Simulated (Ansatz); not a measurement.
# A thicker film of SiO2 (110) from three thinner ones

In a field along its normal an insulating film takes a dipole p. Written as a length, p/(ε₀AE), it should grow by 1 − 1/ε for each ångström added.

**Method.** Ansatz 0.2.0, plane waves with PAW datasets (its set soft_2), PBE; rutile films relaxed at a bulk in-plane lattice constant near the measured one, then held in weak fields of both signs with a dipole correction (A is the cell's area, E the outer field).

```tsv
run	distance between the outer atoms (Å)	p/(ε₀AE) (Å)
2 units	5.569	4.812
3 units	8.349	6.913
4 units	11.490	9.075
5 units	14.430	?
```

**Question.** What value belongs in the row marked “?”, and how far can the other rows tell?

A least-squares line through the 3 rows shown has slope 0.7193 and intercept 0.8413; no row lies more than 0.066 Å off it. That slope means ε = 1/(1 − 0.7193) = 3.56. At 14.430 it gives 0.7193 × 14.430 + 0.8413 = 11.221 Å, beyond the rows fitted. Rounding and scatter of the rows alone allow about ±0.133 Å there.

The run itself gives 11.183 Å: a miss of −0.038 Å, or 0.3 % of the value. The length is met to within 1 %, though ε is more sensitive than the length: the two thickest films give ε = 3.53.

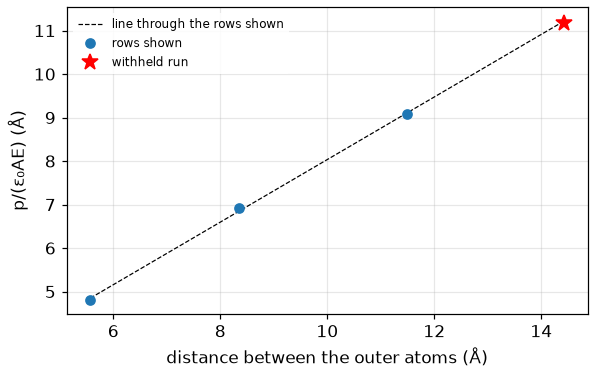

The fit and the withheld run.

Caveats: This is the electronic response alone. A unit is one step of the cut along the normal (a plane, a pair of planes or a cell), and the layers relax along it, away from their bulk spacing where the functional's lattice constant differs from the one held.

[Logs are printed without paths, hosts, clocks, repeated set-up lines and the standing remarks that a program may print on its own settings, such as how far it seeks lower states.]
